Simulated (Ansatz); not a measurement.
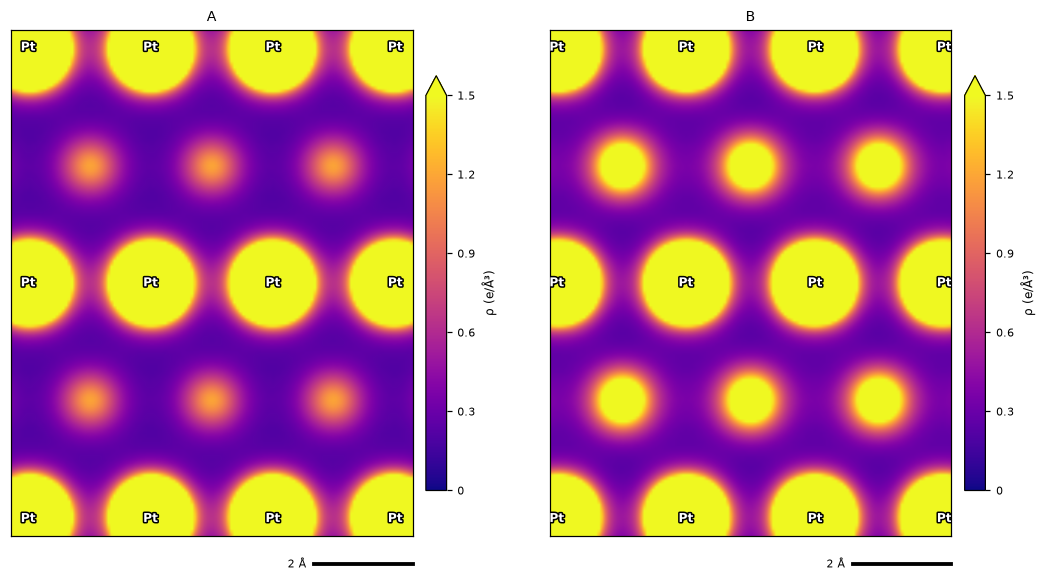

Pt. The valence charge density (pseudo) of two cells that differ in size and shape, on the (010) plane of each (indices in the axes of the calculation cell), at one length scale and on one colour scale; one has 14.2 and the other 16.3 Å³ an atom.

Computed with DFT PBE, scalar-relativistic, plane waves, PAW in Ansatz.

In a PAW calculation such maps are meaningful between the atoms, not at the nuclei.

The larger cell:

```yaml
crystal:
  lattice:
    - [2.48269, 0.00000, 0.00000]
    - [-1.24134, 2.74731, 0.00000]
    - [0.00000, 0.00000, 4.78138]
  atoms:
    - { symbol: Pt, position: [0.66667, 0.33333, 0.75000] }
    - { symbol: Pt, position: [0.33333, 0.66667, 0.25000] }
```

The smaller cell: a = 2.621 Å, b = 2.621 Å, c = 4.781 Å, α = 90.00°, β = 90.00°, γ = 120.00°.

**Which is the denser cell? Describe the effect of the change.**

Panel B is the smaller cell, by 13 % in volume. From the larger cell to the smaller, Pt–Pt goes from 2.48 to 2.62 Å, and the density at its midpoint from 0.64 to 0.5 e/Å³; the pressure goes from 5 to 36 GPa.
